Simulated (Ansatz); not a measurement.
SnO: several calculations on one system

## 1. Relaxation

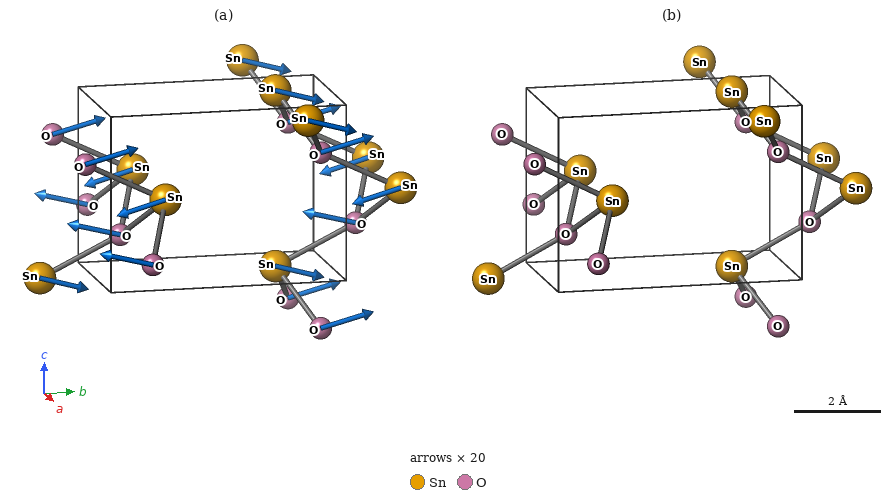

The structure of a crystal of SnO (set up in Pmn2_1) (coarse preliminary run) before (left) and after (right) a relaxation, at one scale. The blue arrows give the displacements (the part carried along by the change of the cell is left out), 20 times their true length.

A ball-and-stick model of the cell of the calculation, seen slightly off an axis.

Theory: DFT r2SCAN, scalar-relativistic, plane waves, PAW (Ansatz). Set-up: plane-wave cutoff 500 eV; k-point mesh 6 × 4 × 6; occupations gaussian; smearing width 0.1 eV; no spin polarisation; cell and atoms relaxed; force threshold 0.05 eV/Å; at most 80 steps.

Summarise the run.

Answer. After 3 accepted moves (4 points after the start) the energy has fallen by 53.0 meV per cell of the calculation. Largest force component: 0.61 eV/Å at the start, 0.04 eV/Å at the end. The pressure goes from −3.06 to −0.02 GPa. At 1 point the geometry stayed and the basis and grid were re-selected for the new cell (energy shift of 0.3 meV per cell of the calculation at most each time). The largest moves relative to the cell, 0.067 Å, are those of O atoms. By element the largest moves are O 0.067 Å, Sn 0.062 Å. The volume changes by +1.3 %, with a 3.355 → 3.306 Å (−1.5 %), b 5.674 → 5.870 Å (+3.5 %), c 4.222 → 4.196 Å (−0.6 %). Among the contacts that change: O–Sn 2.151 → 2.113 Å, O–Sn 2.159 → 2.128 Å. The space group stays Pmn2_1 (No. 31).

Limits of the set-up: layers or molecules are held without a dispersion correction, so their spacing is unreliable.

## 2. Relaxation

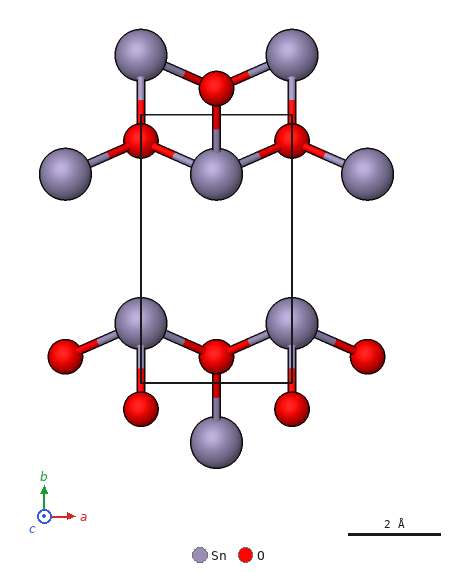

A crystal of SnO (set up in Pmn2_1), before the relaxation. A ball-and-stick model of the cell of the calculation, seen along the c axis.

Theory: DFT r2SCAN, scalar-relativistic, plane waves, PAW in Ansatz.

Input file:
```yaml
crystal:
  lattice:
    - [3.30620914, 0.0, 0.0]
    - [0.0, 5.8704112816, 0.0]
    - [0.0, 0.0, 4.1959164086]
  atoms:
    - { symbol: Sn, position: [0.0, 0.2218139338, 0.5091530939] }
    - { symbol: Sn, position: [0.5, 0.7781860662, 0.0091530939] }
    - { symbol: O, position: [0.0, 0.902239826, 0.7408479061] }
    - { symbol: O, position: [0.5, 0.097760174, 0.2408479061] }
basis:
  ecutwfc: 500
kpoints:
  mp_grid: { grid: [8, 6, 6] }
hamiltonian:
  xc: r2scan
scf:
  occupations: { method: gaussian, width: 0.02 }
output:
  forces: true
  stress: true
  eigenvalues: true
  write_density: true
  write_potential: true
  elf: true
  volumetric_format: npy
relax:
  adjacent_minimum: "off"
  f_tol: 0.005
  max_steps: 80
  cell: { stress_tol: 0.05 }
```

Command:
```bash
ansatz run input.yaml --threads 2 --pin off --max-ram 5120MiB --backend cpu --events-out ev --progress --plain --runs-dir out
```

> Predict the outcome.

After 21 accepted moves (25 points after the start) the energy has fallen by 75.0 meV per atom. Largest force component: 0.041 eV/Å at the start, 0.00078 eV/Å at the end. Pressure: −0.01 GPa at the start and 0.00 GPa at the end. The line search rejected the trial steps at points 10, 20 of the run. At 2 points the geometry stayed and the basis and grid were re-selected for the new cell (energy shift of 0.1 meV per atom at most each time). The largest moves relative to the cell, 0.70 Å, are those of O3 and O4. O4 goes along [0 −2 3]. Largest moves by element: O 0.70 Å, Sn 0.51 Å. Cell: a 3.306 → 3.809 Å (+15.2 %), b 5.870 → 4.936 Å (−15.9 %), c 4.196 → 3.807 Å (−9.3 %). Volume −12.1 %. Near-neighbour distances that change, for instance: Sn1–O3 3.730 → 2.223 Å, Sn1–O3 (another image) 2.113 → 2.223 Å, Sn1–O4 2.128 → 2.223 Å. New bonds form, among them: Sn1–O3 (3.73 → 2.22 Å), Sn2–O4 (3.73 → 2.22 Å). Among the angles between lasting bonds that change: Sn1–O4–Sn2 123.2° → 105.4°, O4–Sn1–O4 101.9° → 117.9°, Sn1–O4–Sn1 101.9° → 117.9°. The space group (tolerance 0.01 Å) goes from Pmn2_1 (No. 31) to P4/nmm (No. 129).

After the run, drawn alike:

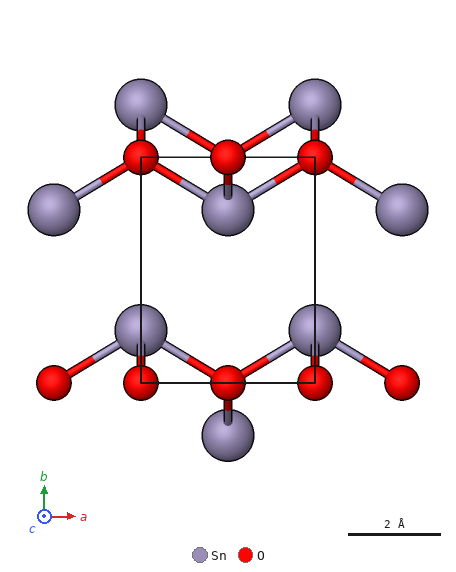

Limits of the set-up: layers or molecules are held without a dispersion correction, so their spacing is unreliable.

## 3. Scan

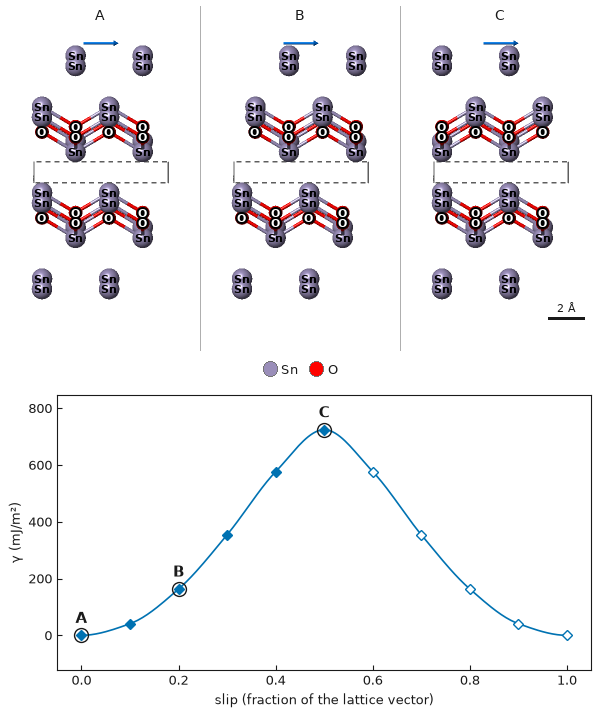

Energy scan for solid SnO (Pmmn), in which the crystal above a cut along the (0 0 1) plane of the conventional cell (between a plane of Sn below and one of Sn above, 2.64 Å apart) is slid rigidly by fractions of an in-plane lattice vector 3.81 Å long (a generalised stacking fault). One cut stands in each cell, which starts 9.9 Å high; nothing is relaxed, and the dashed outline marks the cut, the arrow on top the direction of slip. The lettered frames are marked on the plot. Hollow markers are points alike by symmetry, not computed again. The picture is a ball-and-stick view of the layers on both sides of the cut, seen from the side, nearly along the cut plane.

Method: DFT r2SCAN, scalar-relativistic, plane waves, PAW (Ansatz). Settings: plane-wave cutoff 500 eV; k-point mesh 9 × 9 × 4; occupations gaussian; smearing width 0.03 eV; no spin polarisation. Energies (free energies at the smearing named) are counted from the relaxed crystal.

Question: Read off the main features of the energy profile.

Answer: The curve starts and ends at zero, since a full lattice vector restores the crystal. Its highest computed point is 724 mJ/m² at slip 0.50, which the unstable stacking-fault energy of this rigid path equals or slightly exceeds. No local minimum shows among the points, so there is no metastable fault on this line. The path is symmetric about half-way. Relaxation across the fault would lower the values.

Limits of the set-up: layers or molecules are held without a dispersion correction, so their spacing is unreliable.

## 4. Scan

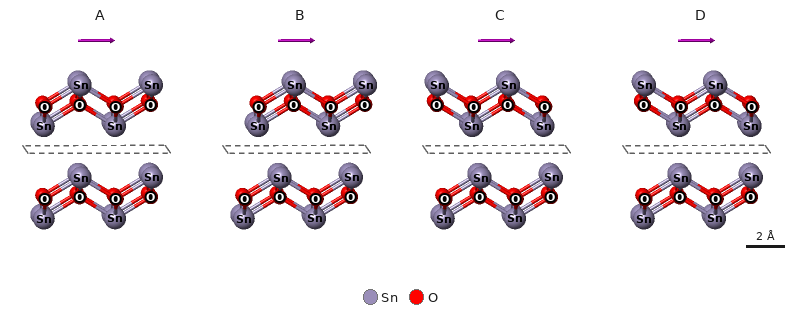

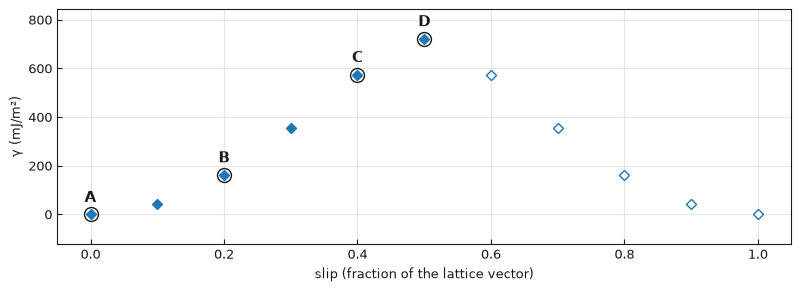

Solid SnO (Pmmn): the crystal above a cut along the (0 0 1) plane of the conventional cell (between a plane of Sn below and one of Sn above, 2.64 Å apart) is slid rigidly by fractions of an in-plane lattice vector 3.81 Å long (a generalised stacking fault). One cut stands in each cell, which starts 9.9 Å high; nothing is relaxed, and the dashed outline marks the cut, the arrow on top the direction of slip. The lettered frames are marked on the plot. Hollow markers are points alike by symmetry, not computed again. A ball-and-stick model of the layers on both sides of the cut, seen from the side, nearly along the cut plane.

Theory: DFT r2SCAN, scalar-relativistic, plane waves, PAW (Ansatz). Set-up: plane-wave cutoff 500 eV; k-point mesh 9 × 9 × 4; occupations gaussian; smearing width 0.03 eV; no spin polarisation. Energies (free energies at the smearing named) are counted from the relaxed crystal.

Q: Describe the profile.

A: The curve starts and ends at zero, since a full lattice vector restores the crystal. Its highest computed point is 723 mJ/m² at slip 0.50, which the unstable stacking-fault energy of this rigid path equals or slightly exceeds. No local minimum shows among the points, so there is no metastable fault on this line. The path is symmetric about half-way. Relaxation across the fault would lower the values.

Limits of the set-up: layers or molecules are held without a dispersion correction, so their spacing is unreliable.
